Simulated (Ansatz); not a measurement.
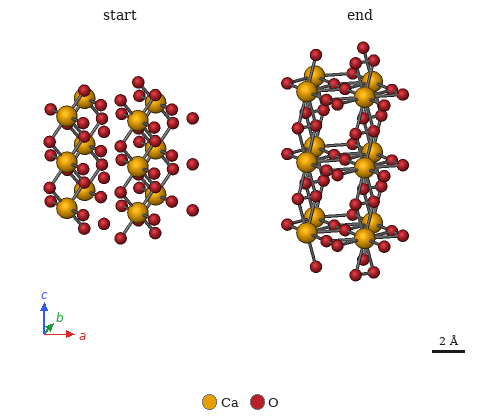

The structure of solid CaO4 (a generated structure, set up in Cmmm) (coarse preliminary run) before (left) and after (right) a relaxation, at one scale.

Style: ball-and-stick. Shown: the atoms within 5.8 Å of the atom that moves most (axes of the cell of the calculation), slightly off an axis.

Level of theory: Ansatz 0.2.0, DFT PBE, scalar-relativistic, plane waves, PAW. (plane-wave cutoff 420 eV; k-point mesh 4 × 4 × 6; occupations gaussian; smearing width 0.1 eV; no spin polarisation; cell and atoms relaxed; force threshold 0.04 eV/Å; at most 70 steps)

> Summarise the run.

The largest moves relative to the cell, 0.53 Å, are those of O atoms. Ca stays in place. The volume changes by +6.4 %, with a = b 4.625 → 3.907 Å (−15.5 %), c 3.006 → 4.614 Å (+53.5 %), γ 90.0° → 103.8°. Near-neighbour distances that change, for instance: Ca–Ca 3.006 → 4.614 Å, O–O 2.551 → 1.334 Å, Ca–O 3.510 → 2.501 Å, Ca–O 1.971 → 2.402 Å. New bonds form: Ca–O (3.51 → 2.50 Å), O–O (2.55 → 1.33 Å), O–O (2.55 → 1.34 Å). Bond angles that change, for instance: O–Ca–O 99.4° → 147.7°, Ca–O–Ca 99.4° → 147.7°. The space group stays Cmmm (No. 65). Over 27 accepted moves (33 points after the start) the energy falls by 2342 meV per atom. Largest force component: 4 eV/Å at the start, 0.014 eV/Å at the end. The pressure goes from 23.03 to 0.07 GPa. The line search rejected the trial steps at points 4, 16 of the run. The SCF was repeated 4 times at an unchanged geometry on a basis and grid sized afresh for the cell, which shifted the energy by 79.9 meV per atom at most. The run took 90 s on 1 thread of Arm Neoverse V2 (shared host), peak memory 0.33 GiB.
